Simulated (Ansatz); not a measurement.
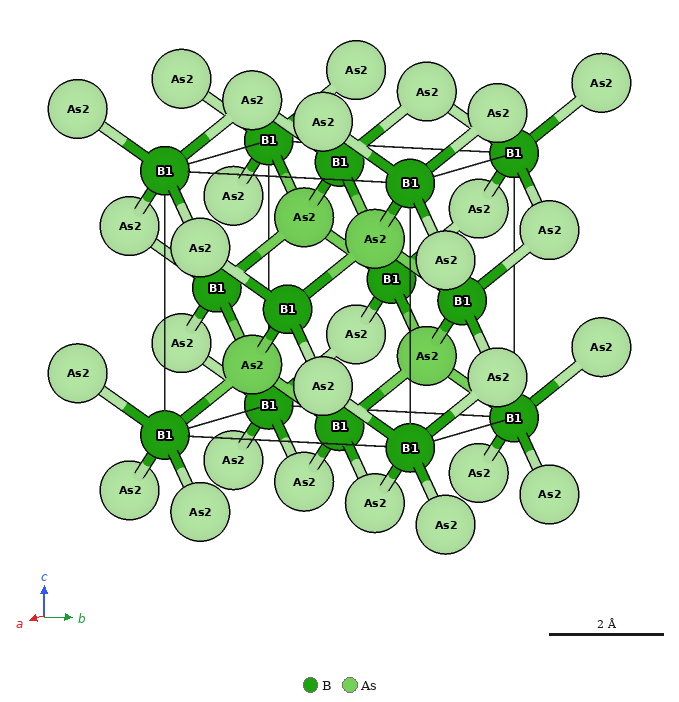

Fig. 1: The structure (ball-and-stick view of the cell 4 times as large as that of the calculation, set on its symmetry axes, seen slightly off an axis; neighbours outside the cell are drawn fainter; atoms are numbered from 1 in the order of the input).

# BAs: phonon calculation

System: BAs (F-43m, 2 atoms in the cell).
Method: DFT r2SCAN+D3(BJ), scalar-relativistic, plane waves, PAW, no spin polarisation (Ansatz 0.2.0).

It belongs to a series of runs on one base structure; here: zone-centre phonons and field response at this volume. Figures and captions count atoms from 1; the log counts them from 0 in places.

**Input**
```yaml
crystal:
  lattice:
    - [0.0, 2.3416, 2.3416]
    - [2.3416, 0.0, 2.3416]
    - [2.3416, 2.3416, 0.0]
  atoms:
    - { symbol: B, position: [0.0, 0.0, 0.0] }
    - { symbol: As, position: [0.25, 0.25, 0.25] }
basis:
  ecutwfc: 500
kpoints:
  mp_grid: { grid: [10, 10, 10] }
hamiltonian:
  xc: r2scan
  dispersion: d3bj
scf:
  occupations: { method: fixed }
output:
  eigenvalues: true
phonons:
  method: dfpt
  dielectric: true
  rigid_motions: translations
  eigenvectors: true
```

Machine: 1 thread of Intel Xeon @ 2.50GHz (Skylake/Cascade Lake), 189 GiB of memory available, shared host.

Launch command:
```bash
ansatz run input.yaml --threads 1 --pin off --max-ram 2560MiB --backend cpu --events-out ev --progress --plain --runs-dir out
```

**What the program printed**
```
Warning: the engine holds no damping parameters fitted to this dispersion correction and functional, so the run takes those fitted to r2scan beside the three-body term, which d3bj leaves out (hamiltonian.dispersion, under Limitations)
Engine: ansatz 0.2.0, x86_64-unknown-linux-gnu
Pseudopotentials: kind: paw
Pseudopotential: B, paw, valence charge 3, recommended cutoff 500 eV (meta_gga), B.paw.azcp
Pseudopotential: As, paw, valence charge 15, recommended cutoff 500 eV (meta_gga), As.paw.azcp
Functional definition: r2SCAN
  parameter k0 = 0.174
  parameter k1 = 0.065
  parameter a1 = 4.9479
  exchange = r2scan_x(k0 = k0, k1 = k1, a1 = a1)
  correlation = r2scan_c
Crystal: 2 atoms, lattice volume = 25.678 Å³
Basis set: ecut = 500 eV, 645 PW (Γ), exchange–correlation on 125×125×125 points (125 copies of the dense FFT grid, shifted against one another)
Bands: 13, of which v1, the nominal top of the filled ones, is band 9 counted from 1 (8 counted from 0)
Symmetry: 24 space group operations
k-points: 171 of 1000 (irreducible under 4 space group operations, time reversal used)
Non-local potential: B, projectors of the file, l = 0: 2, l = 1: 2, l = 2: 1
Non-local potential: As, projectors of the file, l = 0: 2, l = 1: 2, l = 2: 3, l = 3: 1
PAW form: soft (Blöchl's): semilocal exchange-correlation on the pseudo side does not see the compensation charge
PAW frozen core: B, regenerated for the run's functional (the file was generated under x = pbe(κ = 0.804, μ = 0.2195149727645171), c = pbe(β = 0.06672455060314922))
PAW frozen core: As, regenerated for the run's functional (the file was generated under x = pbe(κ = 0.804, μ = 0.2195149727645171), c = pbe(β = 0.06672455060314922))
PAW one-centre angular grid: B, 302 points (default); XC on 160 Gauss nodes
PAW one-centre angular grid: As, 590 points (default); XC on 160 Gauss nodes
Initial density: superposition of atomic densities (neutral atoms: chi_scale 0, normalization atom), corrected by the library's trained network
Initial wavefunctions: pseudopotential atomic-orbital guess
Functional: x = r2scan, c = r2scan; τ floored in thin density (d = 2e-4 eV/Å³)
SCF iter   1: F=—  HF=-5021.588444 eV  |F-HF|=—  |Δ(HF+E_count)|=         —  Δρ=5.84e-3  dr2=9.31e-3  dr2_τ=1.14e-1  ethr=1.77e-3  ⟨swp⟩=4.2  Hψ=11086  notcnv=0  defer=278
preconditioner: auto → none  [insulator: Δε(μ)=1.271 eV  Ē_g=13.693 eV  n_scr=8 (ndim 8)  ℏωp=20.7 eV  f_vac=0.000  ε∞_Penn≈3.3]
SCF iter   2: F=—  HF=-5021.617011 eV  |F-HF|=—  |Δ(HF+E_count)|=   2.86e-2  Δρ=2.52e-3  dr2=8.48e-4  dr2_τ=1.05e-4  ethr=5.17e-5  ⟨swp⟩=2.1  Hψ=5504  notcnv=0  defer=329
SCF iter   3: F=—  HF=-5021.617108 eV  |F-HF|=—  |Δ(HF+E_count)|=   9.71e-5  Δρ=1.37e-3  dr2=2.21e-4  dr2_τ=3.77e-6  ethr=4.71e-6  ⟨swp⟩=3.0  Hψ=4117  notcnv=0  defer=329
SCF iter   4: F=—  HF=-5021.617178 eV  |F-HF|=—  |Δ(HF+E_count)|=   6.99e-5  Δρ=1.25e-4  dr2=1.80e-6  dr2_τ=1.12e-7  ethr=1.23e-6  ⟨swp⟩=2.0  Hψ=2524  notcnv=0  defer=329
SCF iter   5: F=—  HF=-5021.617179 eV  |F-HF|=—  |Δ(HF+E_count)|=   9.60e-7  Δρ=2.00e-5  dr2=4.42e-8  dr2_τ=1.85e-9  ethr=9.99e-9  ⟨swp⟩=2.0  Hψ=2868  notcnv=0
SCF iter   6: F=—  HF=-5021.617179 eV  |F-HF|=—  |Δ(HF+E_count)|=   1.25e-8  Δρ=5.10e-6  dr2=3.45e-9  dr2_τ=1.18e-10  ethr=2.46e-10  ⟨swp⟩=2.0  Hψ=3574  notcnv=0
SCF iter   7: F=—  HF=-5021.617179 eV  |F-HF|=—  |Δ(HF+E_count)|=   2.01e-9  Δρ=1.13e-6  dr2=2.29e-10  dr2_τ=1.24e-11  ethr=1.92e-11  ⟨swp⟩=2.0  Hψ=2907  notcnv=0
SCF iter   8: F=-5021.617179 eV  HF=-5021.617179 eV  |F-HF|=9.09e-13  |Δ(HF+E_count)|=  3.91e-11  Δρ=2.65e-7  dr2=1.30e-11  dr2_τ=2.46e-13  ethr=1.00e-12  ⟨swp⟩=6.9  Hψ=11868  notcnv=0
SCF 1 converged in 8 iterations: F = -5021.617179 eV  dr2 = 1.30e-11
  greatest PAW one-centre occupation: 0.999 electrons in one spin orbital (limit 2), on the As atom at site 1 (counted from 0), in its partial waves of l = 2
NSCF: frozen V_eff on 2 k-points
DFPT response loops at Γ: preconditioner auto → none (the input reference at scf.mixing.eps_inf says where Resta's filter doesn't serve); β = 0.50; Broyden in place of MSR1
── the response to a field inside a basis, on 10×10×10 k-points: an SCF that follows is theirs, and a resumed run solves both again ──
Bands: 10, of which v1, the nominal top of the filled ones, is band 9 counted from 1 (8 counted from 0)
k-points: 110 of 1000 (irreducible under 6 space group operations, time reversal used)
Initial density: handed on by an earlier stage of this run
Initial wavefunctions: pseudopotential atomic-orbital guess (no wavefunctions were taken with the density)
Eigensolver: Dense (110 Hₖ)
SCF iter   1: F=—  HF=-5021.616741 eV  |F-HF|=—  |Δ(HF+E_count)|=         —  Δρ=1.14e-4  dr2=6.84e-7  dr2_τ=5.33e-7  ethr=1.00e-1
preconditioner: auto → none  [insulator: Δε(μ)=1.562 eV  Ē_g=10.669 eV  n_scr=8 (ndim 8)  ℏωp=20.7 eV  f_vac=0.000  ε∞_Penn≈4.8]
SCF iter   2: F=—  HF=-5021.616743 eV  |F-HF|=—  |Δ(HF+E_count)|=   2.14e-6  Δρ=6.15e-5  dr2=1.87e-7  dr2_τ=6.92e-8  ethr=3.80e-9
SCF iter   3: F=-5021.616744 eV  HF=-5021.616744 eV  |F-HF|=3.77e-8  |Δ(HF+E_count)|=   7.49e-7  Δρ=1.30e-5  dr2=1.63e-8  dr2_τ=1.78e-9  ethr=1.04e-9
SCF 1 converged in 3 iterations: F = -5021.616744 eV  dr2 = 1.63e-8
DFPT response loops at Γ: mixed as the last ones told, above
WARN: field response: ε∞ stands inside a basis, on 10×10×10 points; the force constants stand on the 10×10×10 k-mesh, whose period is 13.17 times the interband length at k = (0.0000, 0.0000, 0.0000), direct gap 3.513 eV, under 14: take them and everything formed from them as unconverged, and compare with a denser kpoints.mp_grid
SCF converged after 8 iterations
Free energy (F): -5021.617179 eV
Harris-Foulkes:  -5021.617179 eV  (|F-HF|=9.09e-13)
Internal energy: -5021.617179 eV  (E = F + TS)
E sigma→0 (E₀):  -5021.617179 eV
Fermi energy:    12.022216 eV
--- Per-component energies (eV) ---
  E_band       = -208.017064
  E_kinetic    = 154.372270
  E_local      = -1641.859326  (includes V_loc(G=0)·N_el)
  E_nonlocal   = -657.487416
  E_hartree    = 921.399437
  E_xc         = -106.696956
  E_vxc        = -127.101284  (∫ρ·V_xc dr)
  E_paw        = -1929.202063  (= ΣΔE_a)
  E_vpaw       = 214.961973  (= ΣTr[D̂ρ^β])
  E_aug_tail   = -0.000007  (compensation charges beyond the density's cutoff)
  E_vtau       = 6.297937  (kinetic-family band-sum trace: ∫τ·v_τ [+ j·A + Jᵃ·Aᵃ] dr)
  E_ewald      = -1760.340614
  E_disp       = -0.326655  (pairwise vdW)
  E_core_change = -1.475850  (= ΣΔE_core)
  E_smearing   = -0.000000  (= −TS)
  E_closure    = 0.000000  (closes the sum)
  Σ components = -5021.617179   (vs F -5021.617179, Δ=0.00e0)
--- Band table (eV; the first three rows and the last of 171) ---
  k-point 0: bands = ["-24.6922", "-24.6922", "-24.6922", "-24.6572", "-24.6572", "-4.7231", "12.0222", "12.0222", "12.0222", "15.5348", "15.5348", "15.5348", "17.9443"]
  k-point 1: bands = ["-24.6918", "-24.6911", "-24.6911", "-24.6572", "-24.6572", "-4.5409", "10.5055", "11.6770", "11.6770", "15.8824", "15.9884", "15.9884", "18.7133"]
  k-point 2: bands = ["-24.6907", "-24.6885", "-24.6885", "-24.6568", "-24.6568", "-4.0024", "7.9176", "11.0281", "11.0281", "15.8175", "16.7911", "16.7911", "20.3046"]
  k-point 170: bands = ["-24.6876", "-24.6819", "-24.6711", "-24.6607", "-24.6531", "-0.0117", "3.2161", "5.6794", "6.9842", "17.2219", "18.3761", "19.7101", "20.8687"]
--- Phonons (Γ-DFPT): 2 representative perturbations + reference, on 171 of 1000 k-points (Σ response iterations 11) ---
  k mesh reduced under 4 symmetry operations, with k and −k counted as one. Each operation leaves every solved perturbation unchanged. A smaller set is not considered because the functional reads the kinetic-energy density
  ASR residual: 1.882e-4 → 0.000e0 eV/Å²; symmetrization residual: 2.682e-6 eV/Å²
  pairwise dispersion correction: d3bj (s6 = 1.0, s8 = 0.78981345, a1 = 0.49484001, a2_bohr = 5.73083694), with the weights of each atom's references fixed at the reference crystal's, and the forces and stress that the weights' published response gives there kept as a pressure on the atom's counted neighbours (hamiltonian.dispersion)
  ASR residual per site (eV/Å²): 3.99e-5 1.88e-4
  Γ frequencies (cm⁻¹): 0.00 0.00 0.00 742.90 742.90 742.90
  ε∞ (high-frequency dielectric tensor):
        9.110157     0.000000    -0.000000
        0.000000     9.110157     0.000000
       -0.000000     0.000000     9.110157
  ε⁰ (static dielectric tensor: ions relaxed, cell fixed):
        9.227229     0.000000    -0.000000
        0.000000     9.227229     0.000000
       -0.000000     0.000000     9.227229
  ε⁰ − ε∞ (ionic part):
        0.117072     0.000000     0.000000
        0.000000     0.117072     0.000000
        0.000000     0.000000     0.117072
  softest optical mode at Γ: 742.90 cm⁻¹; the repairs (sum rule, projections) moved no ω² at Γ by more than (1.19 cm⁻¹)²
  Born effective charges Z* (e; rows j = field, columns β = displacement):
    site 0:
        -0.56438   -0.00000   -0.00000
         0.00000   -0.56438   -0.00000
         0.00000   -0.00000   -0.56438
    site 1:
         0.56438    0.00000    0.00000
        -0.00000    0.56438    0.00000
        -0.00000    0.00000    0.56438
  Z* charge neutrality: 9.028e-5 e pre-enforcement
  solved inside a basis spanned on kpoints, on 10×10×10 k-points, its susceptibility summed on 14×14×14: ε∞ is read to err by 2.8e-2, Z* by 1.6e-2 e (field_mesh: kpoints solves on kpoints); Z* is corrected for what the basis lacks
  optical modes at Γ without the LO–TO term, one row a degenerate level:
      ω (cm⁻¹)  modes    IR ((D/Å)²/amu)
        742.90      3             2.3337
  optical modes at Γ + LO–TO along q̂ = [1.0000, 0.0000, 0.0000]:
      ω (cm⁻¹)  modes    IR ((D/Å)²/amu)
        742.90      2             1.5558
        747.66      1             0.7779
  optical modes at Γ + LO–TO along q̂ = [0.0000, 1.0000, 0.0000]:
      ω (cm⁻¹)  modes    IR ((D/Å)²/amu)
        742.90      2             1.5558
        747.66      1             0.7779
  optical modes at Γ + LO–TO along q̂ = [0.0000, 0.0000, 1.0000]:
      ω (cm⁻¹)  modes    IR ((D/Å)²/amu)
        742.90      2             1.5558
        747.66      1             0.7779
```

**File optical_modes.tsv**
```
# format = ansatz-optical-modes/1
# cell_volume_ang3 = 2.5678409710592007e1
# eps_inf = 9.110157110069256e0 5.551115123125783e-17 -2.0816681711721685e-17 5.551115123125783e-17 9.110157110069256e0 1.572815951552305e-16 -2.0816681711721685e-17 1.572815951552305e-16 9.11015711006926e0
# One row of degenerate optical modes each, rigid motions of the cell and of its bodies left out; wavenumber_inv_cm is that of the modes' mean omega^2, negative where that is. nan stands for what is not given.
# A row whose q is 0 0 0 is without the LO-TO term; the others hold that term of the approach to the zone centre along q, a Cartesian unit vector.
# oscillator_strength: the sum of Re conj(p) p^T over the row's modes, p that of Z* e/sqrt(mass) over the atoms, about the cell's centre of mass, e the mode's unit eigenvector; ir_intensity: its trace, 23.0708 in its unit to 1 in that of the other. The rows at q 0 0 0 hold the undamped dielectric function at nu cm^-1, of a cell of V A^3: eps_inf + (4.92064e7/V) sum oscillator_strength/(nu_row |nu_row| - nu^2). That is of the vibrations: a cell of net charge Q e and mass M amu holds -(4.92064e7/V) Q^2/(M nu^2) besides, of its free fall, and where the turns of a body are left out the sum lacks their strength.
# q_x	q_y	q_z	wavenumber_inv_cm	degeneracy	ir_intensity[(D/angstrom)^2/amu]	oscillator_strength_xx[e^2/amu]	oscillator_strength_xy[e^2/amu]	oscillator_strength_xz[e^2/amu]	oscillator_strength_yy[e^2/amu]	oscillator_strength_yz[e^2/amu]	oscillator_strength_zz[e^2/amu]
0e0	0e0	0e0	7.42898539403627e2	3	2.333680526436238e0	3.37177009262649e-2	8.29091814111127e-19	8.856144460080969e-19	3.37177009262649e-2	0e0	3.3717700926264915e-2
1e0	0e0	0e0	7.42898539403627e2	2	1.5557870176241584e0	1.3584902565673095e-34	1.9345506411447315e-18	9.15440131884467e-19	3.37177009262649e-2	1.734723475976807e-18	3.371770092626491e-2
1e0	0e0	0e0	7.476566848137386e2	1	7.778935088120792e-1	3.37177009262649e-2	-1.1054588270336041e-18	-2.98256858763698e-20	3.624325457239542e-35	9.778563430664156e-37	2.638292391113002e-38
0e0	1e0	0e0	7.42898539403627e2	2	1.5557870176241584e0	3.37177009262649e-2	-1.1054588270336041e-18	8.85614446008097e-19	3.624325457239542e-35	2.639966711107958e-30	3.37177009262649e-2
0e0	1e0	0e0	7.476566848137386e2	1	7.77893508812079e-1	1.1099470249581065e-34	1.934550641144731e-18	2.3784810309625576e-34	3.3717700926264894e-2	4.145505956532355e-18	5.09679461041146e-34
0e0	0e0	1e0	7.42898539403627e2	2	1.5557870176241584e0	3.37177009262649e-2	8.290918141111093e-19	-2.982568587640791e-20	3.3717700926264894e-2	-6.642554531208106e-16	1.308616233518455e-29
0e0	0e0	1e0	7.476566848137383e2	1	7.778935088120792e-1	2.485432316092237e-35	1.8045541999338576e-32	9.154401318845049e-19	1.3102009817024023e-29	6.646575423053611e-16	3.37177009262649e-2
```

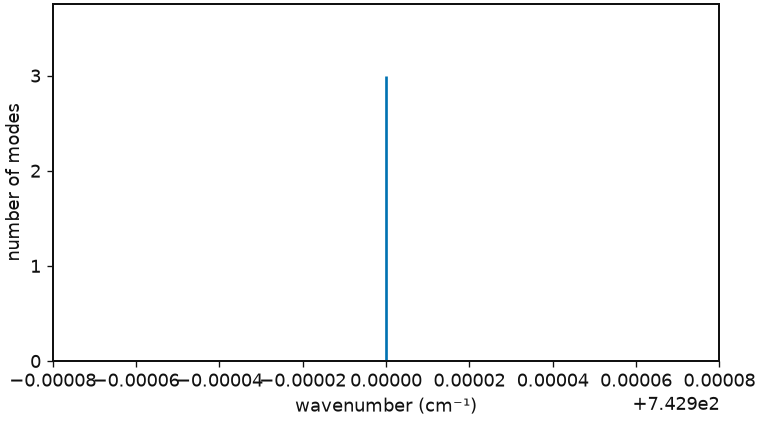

Fig. 2: Optical phonons at the zone centre (no LO–TO term); neighbouring modes closer than 3 cm⁻¹ are counted in one stick. 3 modes from 743 to 743 cm⁻¹, none imaginary.

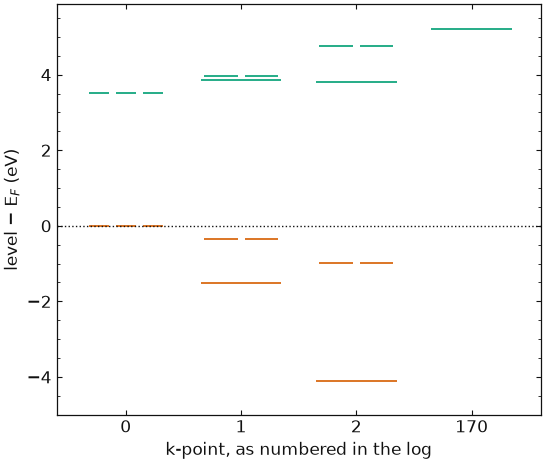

Fig. 3: Kohn–Sham levels near the Fermi level (dotted) at the few k-points that the log prints; levels within 0.02 eV of each other stand side by side. Among these points the highest filled and lowest empty levels are 3.51 eV apart; the gap on the full mesh, 1.31 eV, has an edge at a point that isn't printed.

**Key numbers**

- outcome: converged
- space group (tolerance 0.01 Å): F-43m (216)
- electrons treated: 18
- free energy: −5021.6172 eV
- Fermi energy: 12.022 eV
- gap on the k-point mesh: 1.31 eV
- ε∞ (xx, yy, zz): 9.11, 9.11, 9.11
- Born charges (mean of the diagonal): B1 (−0.56 e); As2 (0.56 e)
- wall time: 5.2 min
- peak memory: 0.93 GiB

**Notes**

Notes on the run: the k-point mesh is coarse for the field response; the dispersion correction has no parameters fitted for this combination and takes those fitted for r2SCAN with other terms.
